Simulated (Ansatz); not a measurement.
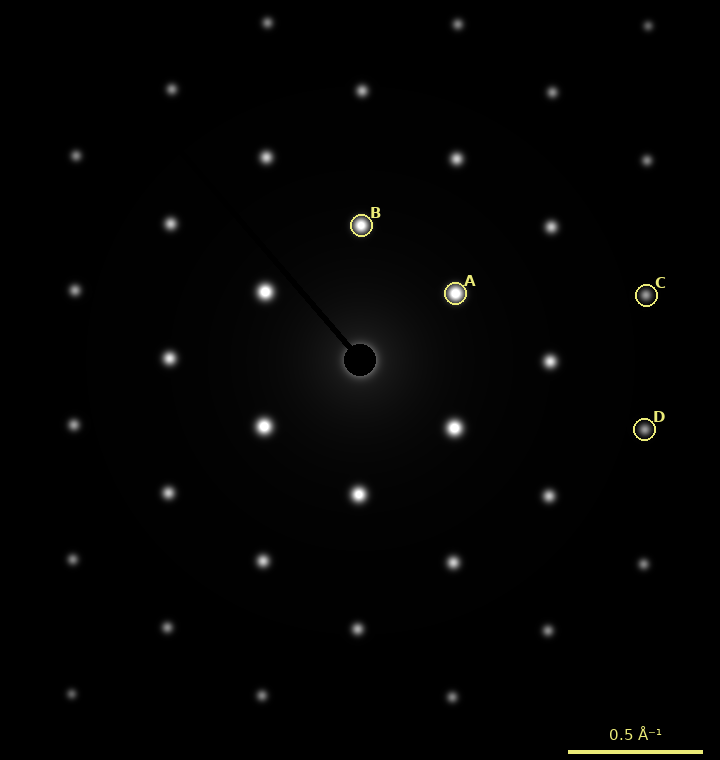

The pattern is a kinematic simulation for 300 kV electrons (no multiple scattering; isotropic B = 0.5 Å²). The zone axis points towards the electron source and the pattern is seen from the source side.

The sample is Mo, space group Fm-3m (No. 225), a = 3.96 Å. Structure: the input geometry of an electronic-structure calculation (not necessarily at equilibrium); the starting structure was generated, so it need not be a known form of this composition.

```
Mo
1.0
     3.96337    0.00000    0.00000
     0.00000    3.96337    0.00000
     0.00000    0.00000    3.96337
Mo
4
Cartesian
  0.0000 0.0000 0.0000
  0.0000 1.9817 1.9817
  1.9817 0.0000 1.9817
  1.9817 1.9817 0.0000
```

Spot A is indexed -1 1 1 and spot B 0 0 2.

### Index the other marked spots.

C = 3A − B = -3 3 1 (d = 0.909 Å). D = 3A − 2B = -3 3 -1 (d = 0.909 Å).

### Which zone axis is this?

The cross product of A and B is parallel to [110]; every spot obeys hu + kv + lw = 0.

### What are the spacings of A and B and the angle between them?

d(A) = 2.288 Å, d(B) = 1.982 Å, and the angle is 54.7°.
